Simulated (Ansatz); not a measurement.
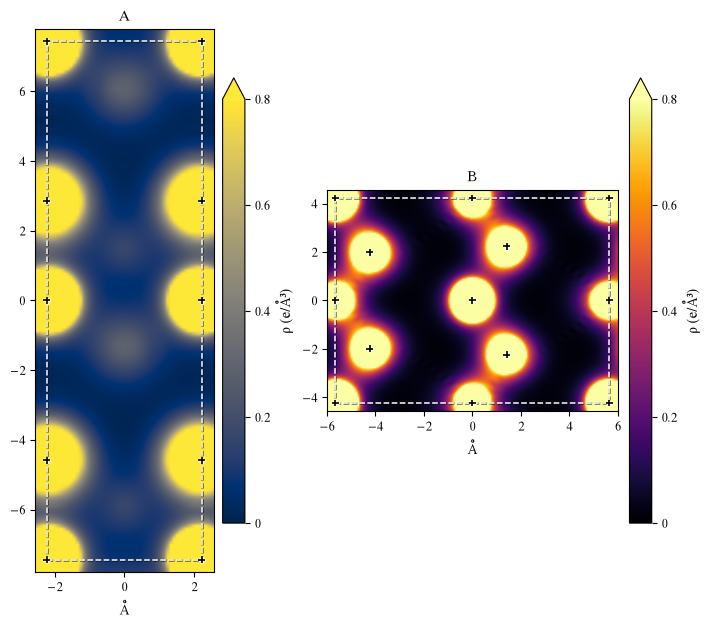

The valence electron density of 2 systems, each on a plane through atoms (crosses mark nuclei in the plane).

Level of theory: DFT, r2SCAN, plane waves, PAW in Ansatz 0.2.0.

System 1: CdGeAs$_{2}$, the (110) plane of the conventional cell. Space group I-42d; a structure from a database of computed crystals, not necessarily the ambient phase; started from the database structure prototype, which need not be the ambient phase.

```
CELL_PARAMETERS angstrom
5.98021 0.00000 0.00000
0.00000 5.98021 0.00000
0.00000 0.00000 11.30382
ATOMIC_POSITIONS crystal
Cd 0.50000 0.00000 0.25000
Cd 0.00000 0.50000 0.75000
Cd 0.00000 0.00000 0.50000
Cd 0.50000 0.50000 0.00000
Ge 0.00000 0.00000 0.00000
Ge 0.50000 0.50000 0.50000
Ge 0.00000 0.50000 0.25000
Ge 0.50000 0.00000 0.75000
As 0.22134 0.75000 0.12500
As 0.72134 0.25000 0.62500
As 0.25000 0.27866 0.37500
As 0.75000 0.77866 0.87500
As 0.77866 0.25000 0.12500
As 0.27866 0.75000 0.62500
As 0.25000 0.22134 0.87500
As 0.75000 0.72134 0.37500
```

System 2: AgI, the (100) plane of the conventional cell. Space group P6₃mc; a structure from a database of computed crystals, not necessarily the ambient phase; started from the database structure prototype, which need not be the ambient phase.

```
CELL_PARAMETERS angstrom
4.44106 0.00000 0.00000
-2.22053 3.84607 0.00000
0.00000 0.00000 14.88056
ATOMIC_POSITIONS crystal
Ag 0.00000 0.00000 0.32371
Ag 0.66667 0.33333 0.42639
Ag 0.33333 0.66667 0.92639
Ag 0.00000 0.00000 0.82371
I 0.00000 0.00000 0.01601
I 0.66667 0.33333 0.23389
I 0.33333 0.66667 0.73389
I 0.00000 0.00000 0.51601
```

Match each panel to its system.

Answer. Panel A is system 2, AgI: the plane holds Ag and I. Ag–I (2.86 Å): ρ at the midpoint is about 0.3 e/Å³. Panel B is system 1, CdGeAs$_{2}$: the plane holds Cd, Ge and As. Ge–As (2.45 Å): ρ at the midpoint is about 0.54 e/Å³.
